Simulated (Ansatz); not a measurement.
The coordinates of a crystal:

```
CELL_PARAMETERS angstrom
5.79042 0.00000 0.00000
-2.89521 5.01465 0.00000
0.00000 0.00000 10.44112
ATOMIC_POSITIONS crystal
Zr 0.99544 0.66667 0.16667
Zr 0.33333 0.32877 0.16667
Zr 0.67123 0.00456 0.16667
S 0.33333 0.66667 0.00144
S 0.33333 0.66667 0.33189
Zr 0.66211 0.00000 0.50000
Zr 0.00000 0.66211 0.50000
Zr 0.33789 0.33789 0.50000
S 0.00000 0.00000 0.33478
S 0.00000 0.00000 0.66522
Zr 0.32877 0.33333 0.83333
Zr 0.66667 0.99544 0.83333
Zr 0.00456 0.67123 0.83333
S 0.66667 0.33333 0.66811
S 0.66667 0.33333 0.99856
```

**Give a crystallographic description of this input.**

The solid is Zr₃S₂. The atoms follow space group R32 (No. 155); the Bravais lattice is rhombohedral (trigonal R). With Z = 3, the cell contains 9 Zr, 6 S. The coordination shell of Zr holds four S at 2.60 to 2.61 Å. Each S atom is coordinated by six Zr in a trigonal prismatic arrangement at 2.60 to 2.61 Å. Not all metal-metal contacts are counted. The bonds build a three-dimensional framework.

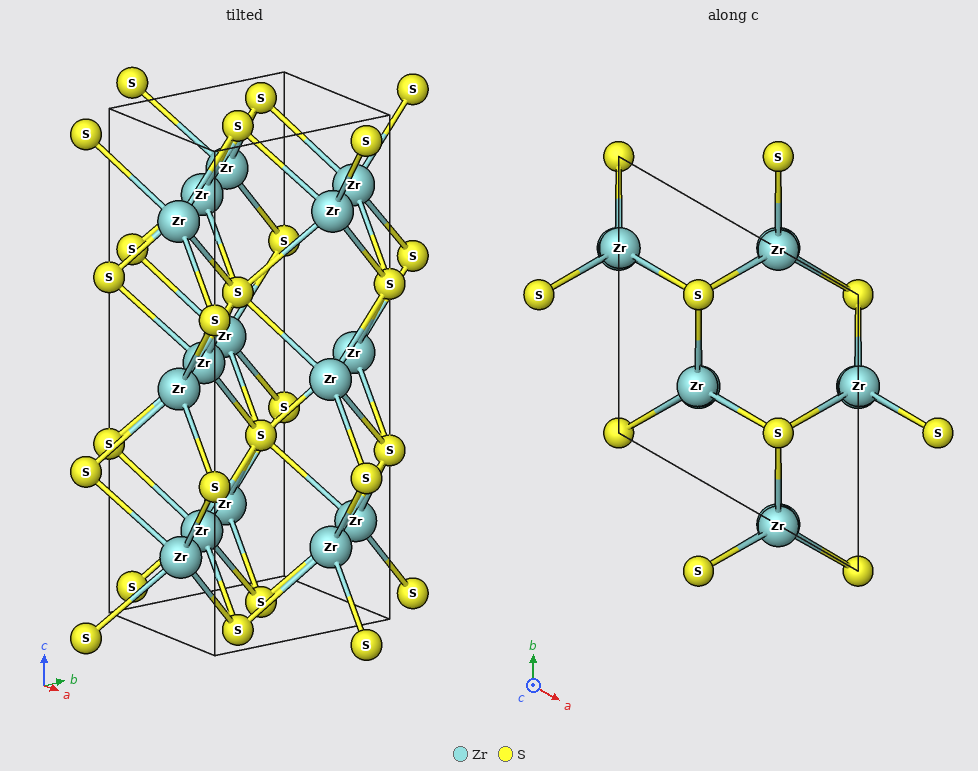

Drawn in the ball-and-stick manner and seen slightly off an axis and along the c axis. The parallelepiped is the conventional unit cell. Some neighbours outside the box are added.

It derives from a structure listed in the Materials Project. Earlier steps of the study, as a rule a relaxation of our own, may have changed the cell and positions, so they can lie some per cent off the listed ones. A calculation with Ansatz used it as input.
